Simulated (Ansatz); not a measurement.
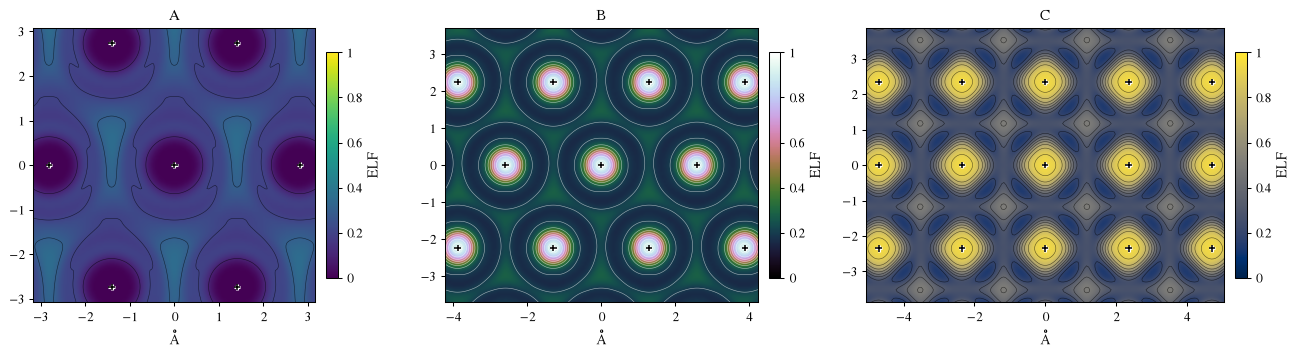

The electron localisation function of 3 systems, each on a plane through atoms (crosses mark nuclei in the plane).

The calculation used DFT, revPBE, plane waves (420 eV) with PAW, scalar-relativistic (Ansatz 0.2.0).

System 1: Cr, the (001) plane of the conventional cell. Space group Pm-3m; set up as Cr, simple cubic; a generated structure, not necessarily the stable one; changed on purpose from its base cell (volume × 1.0); computed without spin polarisation.

```cif
data_structure
_symmetry_space_group_name_H-M 'P 1'
_symmetry_Int_Tables_number 1
_cell_length_a 2.3523
_cell_length_b 2.3523
_cell_length_c 2.3523
_cell_angle_alpha 90.000
_cell_angle_beta 90.000
_cell_angle_gamma 90.000
_cell_volume 13.02
loop_
_atom_site_label
_atom_site_type_symbol
_atom_site_fract_x
_atom_site_fract_y
_atom_site_fract_z
_atom_site_occupancy
Cr1 Cr 0.00000 0.00000 0.00000 1
```

System 2: Cu, the (001) plane of the conventional cell. Space group P6₃/mmc; set up as Cu, beta-Sn type; a generated structure, not necessarily the stable one; changed on purpose from its base cell (volume × 1.0); computed without spin polarisation.

System 3: Zn, the (001) plane of the conventional cell. Space group C2/c; set up as Zn, beta-Sn type; a generated structure, not necessarily the stable one; changed on purpose from its base cell (volume × 1.12); computed pressure about −5 GPa in this cell.

> Match each panel to its system.

Panel A is system 3, Zn: the plane holds Zn. Zn–Zn (2.82 Å): the ELF is about 0.35 at the midpoint. Panel B is system 2, Cu: the plane holds Cu. Cu–Cu (2.59 Å): the ELF is about 0.20 at the midpoint (no localised pair shows between them). Panel C is system 1, Cr: the plane holds Cr. Cr–Cr (2.35 Å): the ELF is about 0.25 at the midpoint; no localised pair shows between them.
